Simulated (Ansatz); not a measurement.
## Electronic structure of Al₂Au in real space

```
Al Au
1.0
     5.80795    0.00000    0.00000
     0.00000    5.80795    0.00000
     0.00000    0.00000    5.80795
Al Au
8 4
Direct
  0.25000 0.25000 0.25000
  0.75000 0.75000 0.25000
  0.75000 0.25000 0.75000
  0.25000 0.75000 0.75000
  0.75000 0.25000 0.25000
  0.25000 0.75000 0.25000
  0.25000 0.25000 0.75000
  0.75000 0.75000 0.75000
  0.00000 0.00000 0.00000
  0.50000 0.50000 0.00000
  0.50000 0.00000 0.50000
  0.00000 0.50000 0.50000
```

Space group Fm-3m; changed on purpose from its base cell (volume × 0.88); computed pressure about 18 GPa in this cell; computed without spin polarisation.

All numbers below come from DFT PBE, scalar-relativistic, plane waves, PAW (Ansatz).

Core electrons are frozen (PAW), and the valence fields are smoothed inside the atomic spheres.

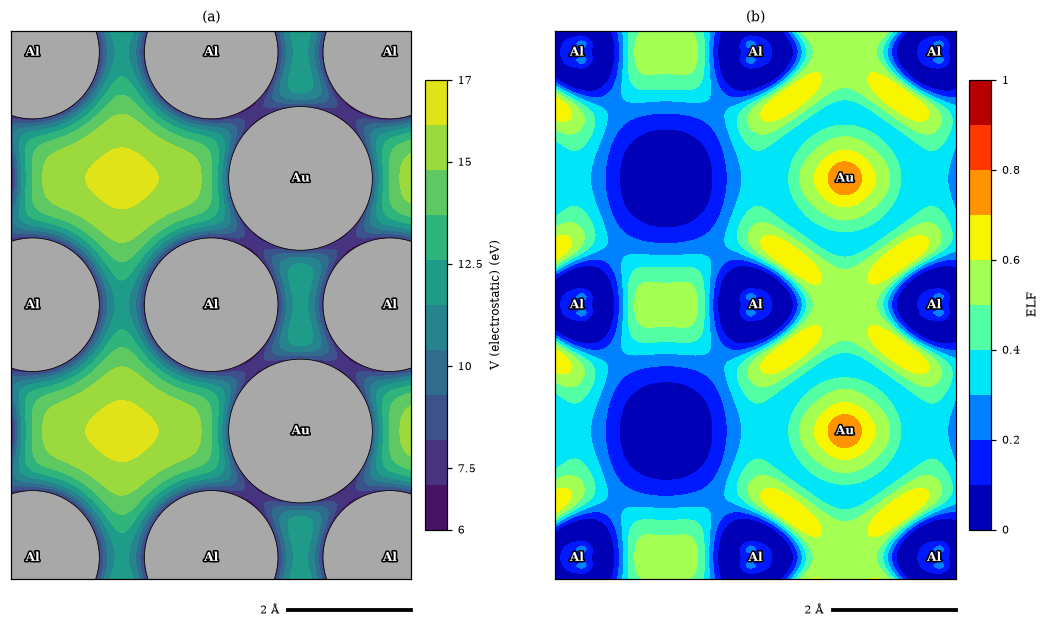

Figure 1. (a) electrostatic potential (local pseudopotential plus Hartree) felt by an electron; (b) ELF on the (101) plane of the conventional cell. Grey discs cover the atomic cores in the potential map.

Describe what can be read from this map.

- The section cuts through Al and Au sites.
- Al–Au (2.51 Å): the ELF is about 0.50 at the midpoint.
- The features right at Au lie inside the PAW spheres, where the map follows smoothed inner orbitals and isn't to be read closely.
- Outside the cores the potential energy rises away from the atoms and is highest about 2.5 Å from the nearest atoms; its zero is arbitrary.

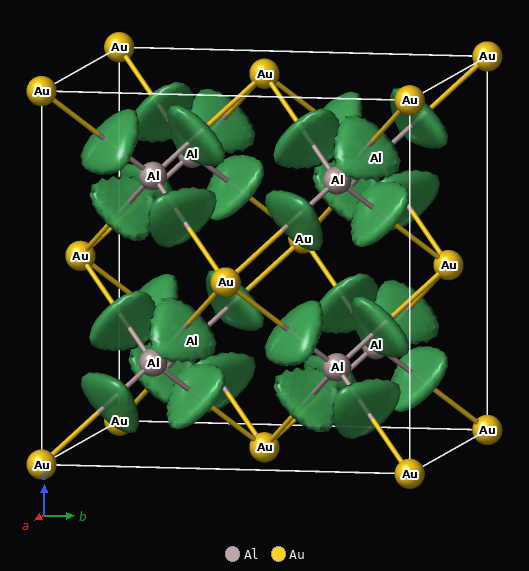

Figure 2. Isosurface of the ELF at 0.6 (green), seen slightly off an axis. Only the valence region is drawn (cores and ρ < 0.01 e/Å³ removed). Sticks mark near contacts.

What do the ELF domains correspond to?

At this value the surface marks out 32 lobes of the valence shell of Al pointing towards Au (polar bonds), counted in one cell of 12 atoms. Any copies at cell faces, edges or corners count once.

Does the calculation make it a metal, or give it a gap?

It is gapless in this calculation (a metal or semimetal).
